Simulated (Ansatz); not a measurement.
# Pd: geometry relaxation (part 1 of 3)

The run: geometry relaxation of Pd (Fm-3m, 1 atom in the cell). Method and program: DFT with r2SCAN, PAW plane waves, spin–orbit coupling (Ansatz 0.2.0).

The structure is a generated one, with these elements put on the sites of a known structure type; it need not be a known phase. Figures and captions count atoms from 1; the log counts them from 0 in places.

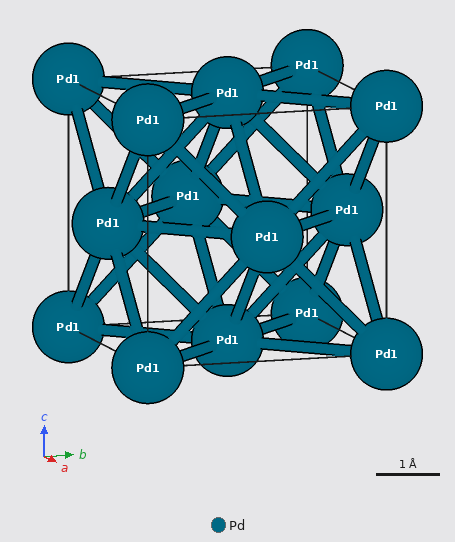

Figure 1. The starting structure (ball-and-stick view of the cell 4 times as large as that of the calculation, set on its symmetry axes, seen slightly off an axis; atoms are numbered from 1 in the order of the input).

## Input
```yaml
crystal:
  lattice:
    - [0.0, 1.998136, 1.998136]
    - [1.998136, 0.0, 1.998136]
    - [1.998136, 1.998136, 0.0]
  atoms:
    - { symbol: Pd, position: [0.0, 0.0, 0.0], spin: 1, spin_axis: [0.70711, 0.70711, 0.0] }
kpoints:
  mp_grid: { grid: [10, 10, 10], shift: [0, 0, 0] }
magnetization:
  noncollinear: true
  spin_orbit: true
scf:
  occupations: { method: fermi_dirac }
  lower_state_search: "off"
hamiltonian:
  pseudopotentials: { kind: paw_fr }
  xc: r2scan
basis:
  ecutwfc: 500
  fft_grid_basis: typed
relax:
  max_steps: 40
  cell: { p_target: 0.0 }
output:
  forces: true
  stress: true
  eigenvalues: true
  bader: true
  populations: true
  elf: true
  write_potential: true
  volumetric_format: npy
  dos:
    e_range: [-12, 8]
    de: 0.05
    projected: { site_lists: { Pd: [Pd] } }
    method: { smearing: { sigma: 0.1, scheme: gaussian } }
  write_density: true
checkpoint:
  read: saved_state
```

Hardware: 2 threads of AMD EPYC (Zen 3), 192 GiB of memory available, shared host.

Run as:
```bash
ansatz run input.yaml --threads 2 --pin off --max-ram 2560MiB --backend cpu --events-out ev --progress --plain --runs-dir out
```

## Log
```
Engine: ansatz 0.2.0, x86_64-unknown-linux-gnu
Pseudopotentials: kind: paw_fr
Pseudopotential: Pd, paw_fr, valence charge 18, recommended cutoff 500 eV (meta_gga), Pd.paw.azcp#standard-fr
Functional definition: r2SCAN
  parameter k0 = 0.174
  parameter k1 = 0.065
  parameter a1 = 4.9479
  exchange = r2scan_x(k0 = k0, k1 = k1, a1 = a1)
  correlation = r2scan_c
Crystal: 1 atoms, lattice volume = 15.955 Å³
Basis set: ecut = 500 eV, 411 PW (Γ), exchange–correlation on 96×96×96 points (64 copies of the dense FFT grid, shifted against one another)
Bands: 26, of which v1, the nominal top of the filled ones, is band 18 counted from 1 (17 counted from 0)
Symmetry: 4 space group operations + 4 with time reversal
Magnetic group: BNS 71.536 (UNI 634), of the structure as read, at distance tolerance 2.5e-5 Å
k-points: 171 of 1000 (time reversal used)
Projection manifold: j_resolved (fully-relativistic pseudo-atomic orbitals)
Non-local potential: Pd, projectors of the file, l = 0: 2, l = 1: 4, l = 2: 4, l = 3: 2
PAW form: soft (Blöchl's): semilocal exchange-correlation on the pseudo side does not see the compensation charge
PAW frozen core: Pd, regenerated for the run's functional (the file was generated under x = pbe(κ = 0.804, μ = 0.2195149727645171), c = pbe(β = 0.06672455060314922))
PAW one-centre angular grid: Pd, 590 points (default); XC on 224 Gauss nodes
Initial density: read from a saved state, or passed on in memory by an earlier SCF of this step, an earlier step, the calling program or the single point that the run made first
Starting moments: Σ|m| = 1 μB on 1 of 1 site; this step starts from the density that it was given
Initial wavefunctions: pseudopotential atomic-orbital guess
Functional: x = r2scan, c = r2scan; τ floored in thin density (d = 2e-4 eV/Å³)
iter 1 solved again at ethr=1.29e-5 eV; its pass at ethr=3.10e-3 eV (dr2=2.31e-3 eV) is discarded
SCF iter   1: F=-6978.476599 eV  HF=-6978.472005 eV  |F-HF|=4.59e-3  |Δ(HF+E_count)|=         —  Δρ=7.49e-3  dr2=2.51e-3  dr2_τ=2.37e-4  dr2_m=9.23e-5  ethr=1.29e-5  |M|=2.18e-1 ∫|m|=2.46e-1 μB  |m|>n=0.0e0 m-floor=0.0e0 τ_xc=3.1e-4  β_m=1.00  ⟨swp⟩=1.9  Hψ=29511  notcnv=0
preconditioner: auto → none  [metal: Δε(μ)=0.005 eV  Ē_g=14.161 eV  σ=0.100 eV  W_gap=0.01  n_scr=8 (ndim 8)  ℏωp=29.4 eV  f_vac=0.000  D(μ)=1.59/eV (n_scr^D=14)]
SCF iter   2: F=-6978.477987 eV  HF=-6978.475779 eV  |F-HF|=2.21e-3  |Δ(HF+E_count)|=   3.77e-3  Δρ=4.56e-3  dr2=2.39e-4  dr2_τ=1.06e-4  dr2_m=4.84e-6  ethr=1.29e-5  |M|=2.18e-1 ∫|m|=2.48e-1 μB  |m|>n=0.0e0 m-floor=0.0e0 τ_xc=3.3e-4  β_m=1.00  ⟨swp⟩=2.0  Hψ=8206  notcnv=0  κ⁻¹=1.0e0(r=1)
SCF iter   3: F=-6978.478061 eV  HF=-6978.476869 eV  |F-HF|=1.19e-3  |Δ(HF+E_count)|=   1.09e-3  Δρ=3.08e-3  dr2=1.08e-4  dr2_τ=4.57e-5  dr2_m=2.49e-6  ethr=1.33e-6  |M|=2.19e-1 ∫|m|=2.50e-1 μB  |m|>n=0.0e0 m-floor=0.0e0 τ_xc=3.4e-4  β_m=1.00  ⟨swp⟩=2.9  Hψ=6971  notcnv=0  κ⁻¹=1.2e-2(r=2)
SCF iter   4: F=-6978.478151 eV  HF=-6978.478141 eV  |F-HF|=9.80e-6  |Δ(HF+E_count)|=   1.27e-3  Δρ=2.41e-4  dr2=4.41e-6  dr2_τ=2.75e-7  dr2_m=1.47e-6  ethr=6.03e-7  |M|=2.20e-1 ∫|m|=2.51e-1 μB  |m|>n=0.0e0 m-floor=0.0e0 τ_xc=3.4e-4  β_m=1.00  ⟨swp⟩=2.0  Hψ=8917  notcnv=0  κ⁻¹=8.4e-5(r=3)
SCF iter   5: F=-6978.478152 eV  HF=-6978.478143 eV  |F-HF|=8.51e-6  |Δ(HF+E_count)|=   1.89e-6  Δρ=1.43e-4  dr2=7.10e-7  dr2_τ=1.58e-7  dr2_m=6.73e-7  ethr=2.45e-8  |M|=2.21e-1 ∫|m|=2.52e-1 μB  |m|>n=0.0e0 m-floor=0.0e0 τ_xc=3.5e-4  β_m=1.00  ⟨swp⟩=2.3  Hψ=5971  notcnv=0  κ⁻¹=2.4e-5(r=4)
SCF iter   6: F=-6978.478153 eV  HF=-6978.478151 eV  |F-HF|=2.46e-6  |Δ(HF+E_count)|=   7.62e-6  Δρ=7.06e-5  dr2=2.69e-8  dr2_τ=2.91e-8  dr2_m=3.88e-7  ethr=5.56e-10  |M|=2.21e-1 ∫|m|=2.53e-1 μB  |m|>n=0.0e0 m-floor=0.0e0 τ_xc=3.5e-4  β_m=1.00  ⟨swp⟩=6.2  Hψ=29130  notcnv=0  κ⁻¹=5.4e-7(r=5)
SCF iter   7: F=-6978.478154 eV  HF=-6978.478152 eV  |F-HF|=1.85e-6  |Δ(HF+E_count)|=   9.82e-7  Δρ=5.67e-5  dr2=3.45e-8  dr2_τ=1.74e-8  dr2_m=2.47e-7  ethr=1.50e-10  |M|=2.22e-1 ∫|m|=2.54e-1 μB  |m|>n=0.0e0 m-floor=0.0e0 τ_xc=3.5e-4  β_m=1.20  ⟨swp⟩=8.2  Hψ=24577  notcnv=0
Mixer restart at iter 7: flushing history
spin-set hold released at iteration 7 (site moments contracting): the magnetisation degrees of freedom join the quasi-Newton model from the next iteration; the mixer history was flushed
SCF iter   8: F=-6978.478154 eV  HF=-6978.478152 eV  |F-HF|=1.62e-6  |Δ(HF+E_count)|=   5.65e-7  Δρ=4.34e-5  dr2=5.29e-9  dr2_τ=1.44e-8  dr2_m=1.44e-7  ethr=1.50e-10  |M|=2.22e-1 ∫|m|=2.54e-1 μB  |m|>n=0.0e0 m-floor=0.0e0 τ_xc=3.5e-4  β_m=1.20  ⟨swp⟩=7.5  Hψ=22834  notcnv=0  κ⁻¹=1.0e0(r=1)
SCF iter   9: F=-6978.478154 eV  HF=-6978.478153 eV  |F-HF|=1.03e-6  |Δ(HF+E_count)|=   1.12e-6  Δρ=2.92e-5  dr2=1.25e-9  dr2_τ=5.79e-9  dr2_m=6.31e-8  ethr=2.94e-11  |M|=2.23e-1 ∫|m|=2.55e-1 μB  |m|>n=0.0e0 m-floor=0.0e0 τ_xc=3.5e-4  β_m=1.20  ⟨swp⟩=8.0  Hψ=24170  notcnv=0  κ⁻¹=1.9e-1(r=2)
SCF iter  10: F=-6978.478155 eV  HF=-6978.478155 eV  |F-HF|=3.76e-7  |Δ(HF+E_count)|=   1.29e-6  Δρ=1.41e-5  dr2=1.63e-9  dr2_τ=1.02e-9  dr2_m=1.59e-8  ethr=6.96e-12  |M|=2.25e-1 ∫|m|=2.57e-1 μB  |m|>n=0.0e0 m-floor=0.0e0 τ_xc=3.6e-4  β_m=1.20  ⟨swp⟩=8.5  Hψ=25458  notcnv=0  κ⁻¹=9.5e-3(r=3)
iter 11 did not close the SCF: its close was put off for a magnetic moment that had not settled (scf_convergence_deferred on its scf_iter line)
SCF iter  11: F=-6978.478155 eV  HF=-6978.478155 eV  |F-HF|=2.61e-7  |Δ(HF+E_count)|=   2.23e-7  Δρ=1.27e-5  dr2=1.20e-9  dr2_τ=8.14e-10  dr2_m=1.33e-8  ethr=6.96e-12  |M|=2.25e-1 ∫|m|=2.58e-1 μB  |m|>n=0.0e0 m-floor=0.0e0 τ_xc=3.6e-4  β_m=1.20  ⟨swp⟩=6.1  Hψ=19522  notcnv=0  κ⁻¹=6.4e-4(r=4)
iter 12 did not close the SCF: its close was put off for a magnetic moment that had not settled (scf_convergence_deferred on its scf_iter line)
SCF iter  12: F=-6978.478155 eV  HF=-6978.478155 eV  |F-HF|=3.66e-8  |Δ(HF+E_count)|=   4.58e-7  Δρ=3.71e-6  dr2=8.32e-10  dr2_τ=1.97e-11  dr2_m=5.03e-10  ethr=6.69e-12  |M|=2.27e-1 ∫|m|=2.60e-1 μB  |m|>n=0.0e0 m-floor=0.0e0 τ_xc=3.7e-4  β_m=1.20  ⟨swp⟩=4.1  Hψ=24012  notcnv=0  κ⁻¹=1.7e-4(r=5)
SCF iter  13: F=-6978.478155 eV  HF=-6978.478155 eV  |F-HF|=2.42e-9  |Δ(HF+E_count)|=   4.85e-8  Δρ=1.77e-6  dr2=1.47e-10  dr2_τ=1.46e-12  dr2_m=2.53e-11  ethr=4.62e-12  |M|=2.27e-1 ∫|m|=2.60e-1 μB  |m|>n=0.0e0 m-floor=0.0e0 τ_xc=3.7e-4  ⟨swp⟩=4.0  Hψ=20852  notcnv=0
SCF 1 converged in 13 iterations: F = -6978.478155 eV  dr2 = 1.47e-10
  greatest PAW one-centre occupation: 1.003 electrons in one spin orbital (limit 2), on the Pd atom at site 0 (counted from 0), in its partial waves of l = 0
relax step   1: F+E_penalty+E_count = -6978.47815549 eV  Δ(F+E_penalty+E_count) = +0.000e0 eV  max|allowed force component| = 0.000e0 eV/Å  Δτ_max = 0.0000 Å  P = -9.807 GPa  Ω = 15.955 Å³  (13 SCF iters, dr2 threshold 1.00e-7 eV, accepted)
Crystal: 1 atoms, lattice volume = 14.074 Å³
Basis set: ecut = 500 eV, 339 PW (Γ), exchange–correlation on 96×96×96 points (64 copies of the dense FFT grid, shifted against one another)
Projection manifold: j_resolved (fully-relativistic pseudo-atomic orbitals)
Initial density: handed on by an earlier stage of this run
Initial wavefunctions: those handed on with the density
iter 1 solved again at ethr=2.63e-4 eV; its pass at ethr=3.10e-3 eV (dr2=4.73e-2 eV) is discarded
```
